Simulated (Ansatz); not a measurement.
Ge

```
Ge
1.0
     6.73115    0.00000    0.00000
     0.00000    6.73115    0.00000
     0.00000    0.00000    7.04342
Ge
16
Direct
  0.64792 0.14792 0.35208
  0.14792 0.64792 0.85208
  0.35208 0.64792 0.14792
  0.85208 0.14792 0.64792
  0.14792 0.35208 0.64792
  0.64792 0.85208 0.14792
  0.35208 0.35208 0.35208
  0.85208 0.85208 0.85208
  0.85208 0.35208 0.14792
  0.35208 0.85208 0.64792
  0.14792 0.85208 0.35208
  0.64792 0.35208 0.85208
  0.35208 0.14792 0.85208
  0.85208 0.64792 0.35208
  0.14792 0.14792 0.14792
  0.64792 0.64792 0.64792
```

Space group Ibca; a structure from a database of computed crystals, not necessarily the ambient phase; changed on purpose from its base cell (strain -0.030 along x and y, +0.015 along z, atoms carried along); not relaxed (largest force 0.3 eV/Å); computed pressure about 4 GPa in this cell.

Level of theory: Ansatz, DFT PBEsol, scalar-relativistic, plane waves, PAW.

In a PAW calculation such maps are meaningful between the atoms, not at the nuclei.

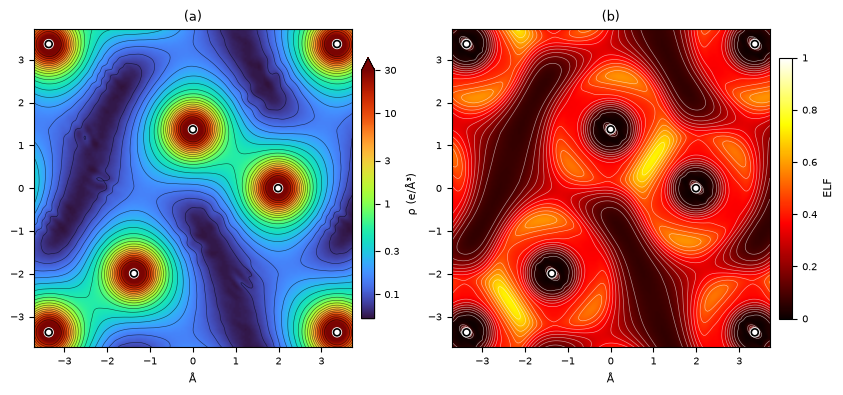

Figure 1. (a) valence charge density (pseudo); (b) ELF on the (001) plane of the conventional cell. Circles mark the nuclei in the plane (Ge).

**Describe what can be read from this map.**

Atoms in the plane: Ge.
Ge–Ge (2.42 Å): ρ at the midpoint is about 0.52 e/Å³; the ELF peaks at about 0.75 between the atoms.
Between the atoms the lowest density in this plane is 0.05 e/Å³.

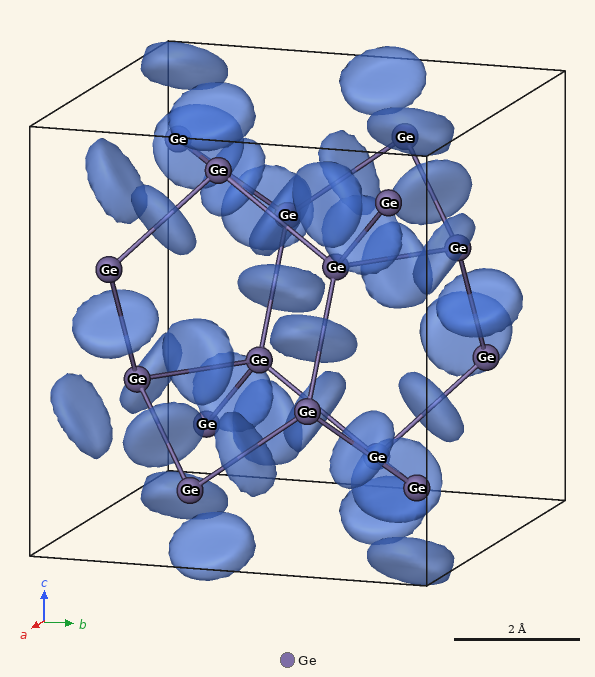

Figure 2. Isosurface of the electron localisation function at 0.6 (blue), seen slightly off an axis. Only the valence region is drawn (cores and ρ < 0.01 e/Å³ removed). Sticks mark near contacts.

**What do the ELF domains correspond to?**

The ELF exceeds this value in 32 regions between bonded Ge–Ge atoms, counted in one cell of 16 atoms. Regions shared between cells count once.


 Ge–Ge (2.50 Å): the ELF peaks at about 0.75 between the atoms.

**Does the calculation make it a metal, or give it a gap?**

It is metallic or semimetallic at this level of theory: no gap opens.
